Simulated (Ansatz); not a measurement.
Input file:

```
crystal:
  lattice:
    - [2.9965585892, 0.0, 0.0]
    - [-1.4982792946, 2.5950958622, 0.0]
    - [0.0, 0.0, 7.3074452008]
  atoms:
    - { symbol: Sc, position: [0.0, 0.0, 0.0] }
    - { symbol: Al, position: [0.6666666667, 0.3333333333, 0.6604711169] }
    - { symbol: Al, position: [0.3333333333, 0.6666666667, 0.3395288831] }
    - { symbol: "N", position: [0.3333333333, 0.6666666667, 0.8160249745] }
    - { symbol: "N", position: [0.6666666667, 0.3333333333, 0.1839750255] }
    - { symbol: "N", position: [0.0, 0.0, 0.5] }
basis:
  ecutwfc: 420
kpoints:
  mp_grid: { grid: [12, 12, 4] }
  band_path:
    path:
      - [[0.0, 0.0, 0.0], [0.5, 0.0, 0.0], [0.33333333, 0.33333333, 0.0], [0.0, 0.0, 0.0], [0.0, 0.0, 0.5], [0.5, 0.0, 0.5], [0.33333333, 0.33333333, 0.5], [0.0, 0.0, 0.5]]
      - [[0.5, 0.0, 0.5], [0.5, 0.0, 0.0]]
      - [[0.33333333, 0.33333333, 0.5], [0.33333333, 0.33333333, 0.0]]
    npoints: 14
hamiltonian:
  xc: pbe
scf:
  occupations: { method: gaussian, width: 0.02 }
  n_extra_bands: 15
output:
  forces: true
  stress: true
  eigenvalues: true
  populations: true
  dos: { projected: true, de: 0.02, nscf_kmesh: { grid: [18, 18, 6] } }
  bader: true
  write_density: true
  write_potential: true
  elf: true
  volumetric_format: npy
```

Command:

```sh
ansatz run input.yaml --threads 1 --pin off --max-ram 2560MiB --backend cpu --events-out ev --progress --plain --runs-dir out
```

Below, planes, directions and counts refer to the conventional cell (a = 3.00 Å, b = 3.00 Å, c = 7.31 Å, α = 90.00°, β = 90.00°, γ = 120.00°).

Space group P-3m1; a generated structure, not necessarily the stable one.

Theory: DFT PBE, scalar-relativistic, plane waves, PAW (Ansatz).

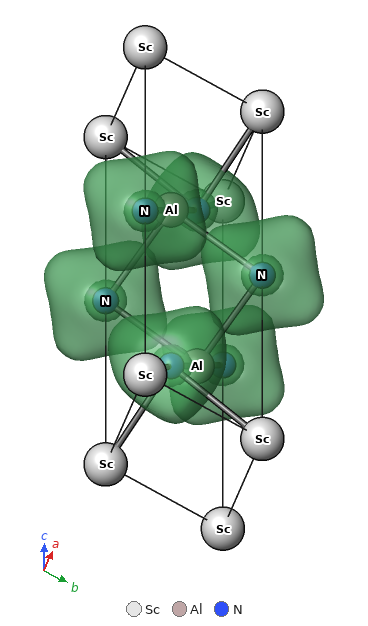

ScAl2N3. Isosurface of the ELF at 0.6 (green), seen at an oblique angle. Only the valence region is drawn (cores and ρ < 0.01 e/Å³ removed). Sticks mark near contacts.

Core electrons are frozen (PAW), and the valence fields are smoothed inside the atomic spheres.

**Identify the bonds, lone pairs and shells in this picture.**

The ELF exceeds this value in three regions on N in which the atom's valence shell and bonds are merged, counted in one cell of 6 atoms. Regions shared between cells count once.

Values along the shortest contacts:
Al–N (2.07 Å): the ELF peaks at about 0.85 in the valence shell of N, 0.8 Å from its nucleus, and is about 0.80 at the midpoint. Sc–N (2.19 Å): the ELF peaks at about 0.80 in the valence shell of N, 0.7 Å from its nucleus, and is about 0.20 at the midpoint (no localised pair shows between them).

**Which way does charge flow, and how much by Bader's partition?**

Electrons move from Sc and Al towards N. Bader charges: Sc +1.80, Al +2.46 and N −2.44 to −2.14 e.

**Metal or insulator at this level of theory?**

It is gapped, with a Kohn–Sham gap of 1.1 eV on the k-point mesh, an upper bound to the gap of this method.
